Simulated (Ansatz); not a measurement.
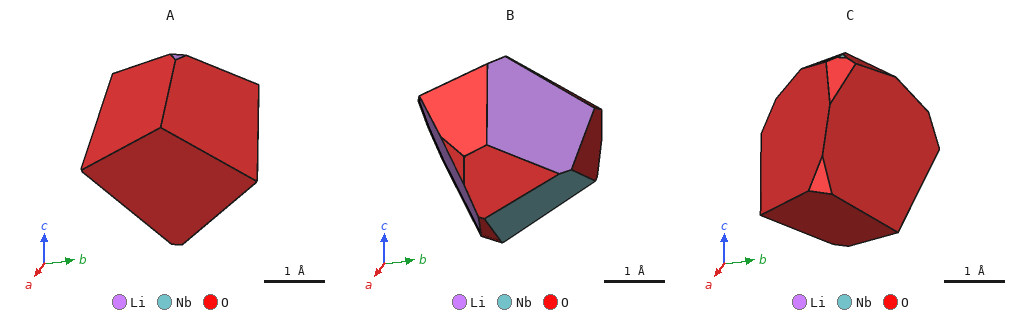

Computed Voronoi cells of the 3 sites of this structure, drawn to one scale and in one orientation; each face has the colour of the neighbour behind it.

LiNbO3, space group R3c:H (No. 161), a = 5.025 Å, b = 5.025 Å, c = 13.644 Å, α = 90.00°, β = 90.00°, γ = 120.00°

```json
{"site": "Li", "Wyckoff": "6a", "x": "0.6667", "y": "0.3333", "z": "0.0495"}
{"site": "Nb", "Wyckoff": "6a", "x": "0.0000", "y": "0.0000", "z": "0.0003"}
{"site": "O", "Wyckoff": "18b", "x": "0.0141", "y": "0.3691", "z": "0.2705"}
```

Source: coordinates from a relaxation at fixed volume with Ansatz, DFT r2SCAN, scalar-relativistic, plane waves, PAW.

**Which cell belongs to which site?**

A is Nb (6 faces above 1 % of the solid angle, 7.9 Å³, mostly facing O); B is O (14 faces above 1 % of the solid angle, 10.9 Å³, facing O 33 %, Li 33 %, Nb 33 %); C is Li (6 faces above 1 % of the solid angle, 9.2 Å³, mostly facing O).
